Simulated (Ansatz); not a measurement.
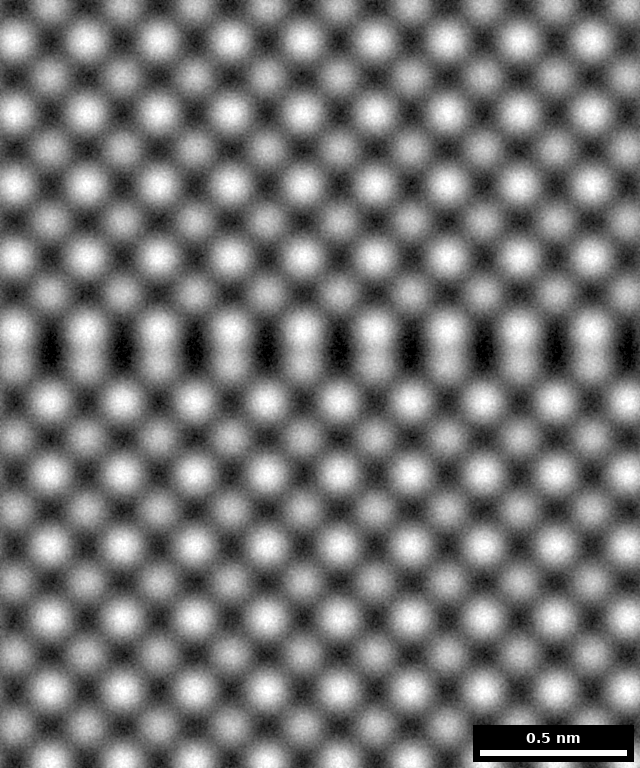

HAADF-like image of NaF (F-43m, No. 216) along [001]. Simulation: incoherent imaging, intensity Z^1.7 per atom, probe width 1.09 Å, thin sample. The probe carries 15 % of its weight in a tail 2.5 times as wide. The display is stretched by a gamma of 0.65; percentages refer to the linear signal. Shot noise was added.

One planar defect was built into the perfect crystal by geometry alone, without relaxation. Host structure: the geometry relaxed (final pressure about 1.9 GPa) with DFT r2SCAN+D3(BJ), scalar-relativistic, plane waves, PAW in Ansatz 0.2.0; the starting structure was generated, so it need not be a known form of this composition.

> Find the planar defect and say what kind it is.

A planar fault (a stacking fault or antiphase boundary) runs horizontally about 12 Å below the top edge. The part above it is shifted along the boundary by 1/2 of the 2.48 Å repeat of the rows (1.2 Å to the right, the same as to the left); both parts keep the same orientation.
